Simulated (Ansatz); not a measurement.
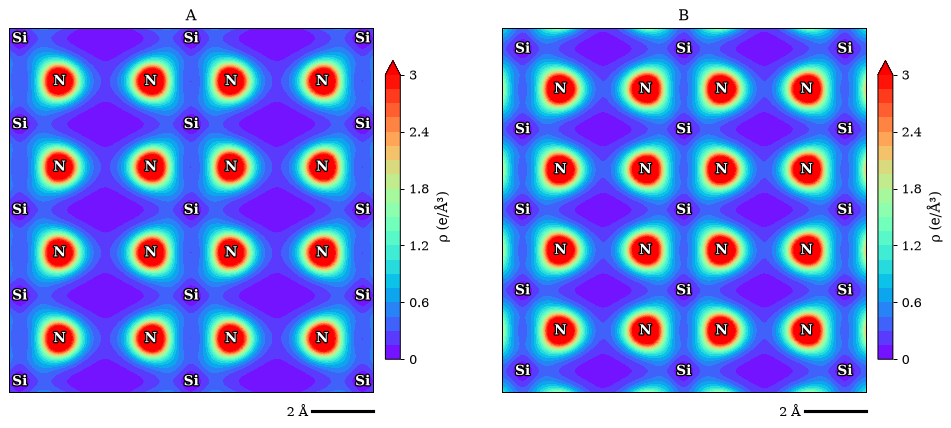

Si3N4. The valence electron density of two cells that differ in size, on the (101) plane of each (indices in the axes of the calculation cell), at one length scale and on one colour scale: A has 8.9 Å³ an atom and B 7.4.

Computed with DFT PBE, scalar-relativistic, plane waves, PAW in Ansatz.

In a PAW calculation such maps are meaningful between the atoms, not at the nuclei.

The larger cell:

```
Si N
1.0
     0.00000    3.97100    3.97100
     3.97100    0.00000    3.97100
     3.97100    3.97100    0.00000
Si N
6 8
Cartesian
  2.9783 2.9783 0.9928
  2.9783 0.9928 2.9783
  0.9928 2.9783 2.9783
  0.9928 0.9928 0.9928
  5.9565 5.9565 5.9565
  3.9710 3.9710 3.9710
  2.9161 2.9161 2.9161
  7.0114 4.9016 4.9016
  4.9016 4.9016 7.0114
  4.9016 7.0114 4.9016
  5.0259 5.0259 2.9161
  5.0259 2.9161 5.0259
  7.0114 7.0114 7.0114
  2.9161 5.0259 5.0259
```

The smaller cell: a = 5.278 Å, b = 5.278 Å, c = 5.278 Å, α = 60.00°, β = 60.00°, γ = 60.00°.

> What changes from the larger cell to the smaller?

From the larger cell to the smaller, Si–N goes from 1.93 to 1.82 Å, and the density at its midpoint from 0.78 to 0.94 e/Å³; the pressure goes from −15 to 49 GPa; the Kohn–Sham gap goes from 3.1 eV to 3.9 eV.
